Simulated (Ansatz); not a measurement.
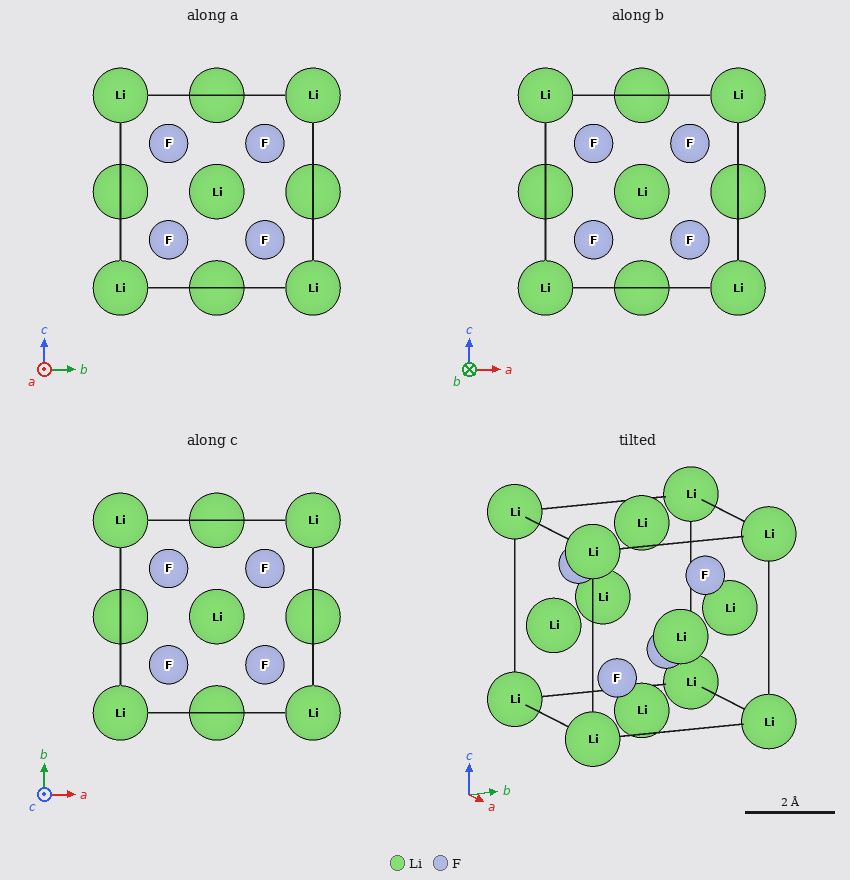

A spheres-only rendering, viewed along the a axis, along the b axis, along the c axis and slightly off an axis. The edges of the conventional unit cell are marked.

Lattice parameters: a = 4.336 Å, b = 4.336 Å, c = 4.336 Å, α = 90.00°, β = 90.00°, γ = 90.00°. Put a along x and b in the xy plane.

Question: From the views, write a POSCAR file.

Answer:
```
Li F
1.0
     4.336    0.000    0.000
     0.000    4.336    0.000
     0.000    0.000    4.336
Li F
4 4
Direct
  0.0000 0.0000 0.0000
  0.0000 0.5000 0.5000
  0.5000 0.0000 0.5000
  0.5000 0.5000 0.0000
  0.2500 0.2500 0.7500
  0.2500 0.7500 0.2500
  0.7500 0.2500 0.2500
  0.7500 0.7500 0.7500
```

It goes back to a structure type filled with these elements by a generator (whether the compound takes this form wasn't checked). The cell was then strained or its atoms displaced on purpose. It was the input of a calculation with Ansatz.
